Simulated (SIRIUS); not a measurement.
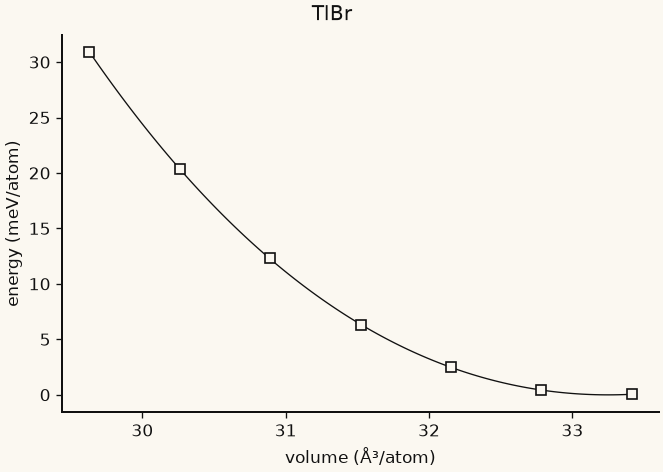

How it was computed, with SIRIUS 7.12.0: all-electron LAPW DFT, no spin polarisation; energies at scaled volumes of the given cell, shape and fractions fixed, counted from the fit's minimum, third-order Birch-Murnaghan fit. Level: PBE.

k mesh 7×7×7; occupations Fermi–Dirac; smearing width 0.05 eV; potentials all electron FP LAPW; program settings basis apw+lo standard, gk cutoff 3.5 1/bohr, pw cutoff 20 1/bohr.

Cell as given: a = 3.980 Å, b = 3.980 Å, c = 3.980 Å, α = 90.00°, β = 90.00°, γ = 90.00°; 2 atoms.

Caption: Energy against volume for TlBr, space group Pm-3m (No. 221).

A third-order Birch–Murnaghan fit gives V0 = 33.25 Å³/atom, B0 = 20.8 GPa and B′ = 4.0. The energy falls from 30.87 meV/atom at volume 29.63 Å³/atom to 0.03 meV/atom at 33.41 Å³/atom.

Limits of the calculation: spin-orbit coupling left out, heavy elements.
